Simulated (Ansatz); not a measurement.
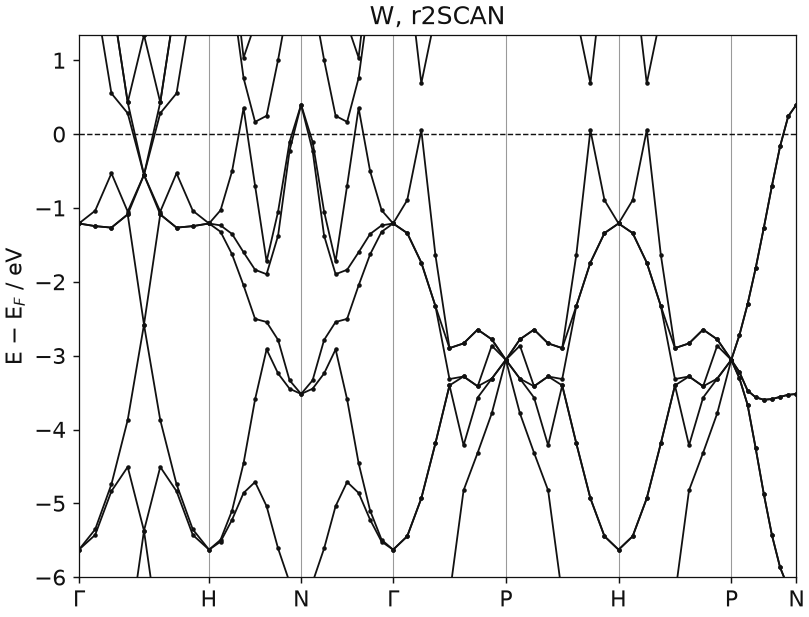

Band structure. Energies are counted from the Fermi level. The path runs straight from each named point to the next.

> What lattice type does the k path imply?

A body-centred cubic lattice: the path Γ–H–N–Γ–P–H–P–N runs through the special points of its Brillouin zone.

The material is W, space group Im-3m (No. 229), 2 atoms in the cell.

Computed with Ansatz: DFT with r2SCAN, PAW plane waves, no spin polarisation, 10×10×10 k mesh.

> Does this material conduct, going by its bands?

A metal: 4 bands cross the Fermi level along this path.

> Which levels at N lie nearest to the Fermi level?

At N the nearest levels lie 3.52 eV below and 0.40 eV above the Fermi level.

The cell is at −13 GPa in this functional. Spin-orbit coupling is left out, which matters for W.
